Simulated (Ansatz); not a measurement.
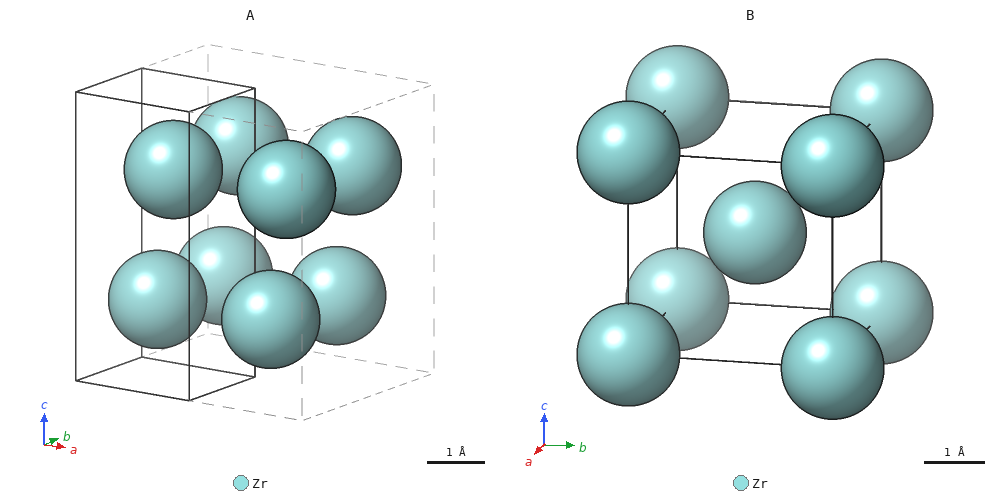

Two structures of Zr, each relaxed (cell and atoms) at zero pressure; conventional cells in solid outline, small ones repeated, each panel with its own scale. Alike in all runs: Ansatz 0.2.0; functional PBEsol; potentials all-electron LAPW, scalar-relativistic; occupations fermi-dirac, width 0.05 eV; no spin polarisation; no spin-orbit coupling. The k meshes have like spacings.

Name the structure in each panel.

Answer. A: hexagonal close-packed (Mg type), P6₃/mmc; B: body-centred cubic (W type), Im-3m.

Which of these is lowest in energy, and how far above it do the others lie?

Answer. A, then B (+78 meV/atom), static energies at zero smearing.

Collect the results in a table.

Answer.
| panel | space group | E − E(lowest) (meV/atom) | volume (Å³/atom) |
| --- | --- | --- | --- |
| A | P6₃/mmc | 0 | 22.5 |
| B | Im-3m | 78 | 22.0 |

The starts are database entries or structure types tried for this composition, and the most stable form need not be among them.
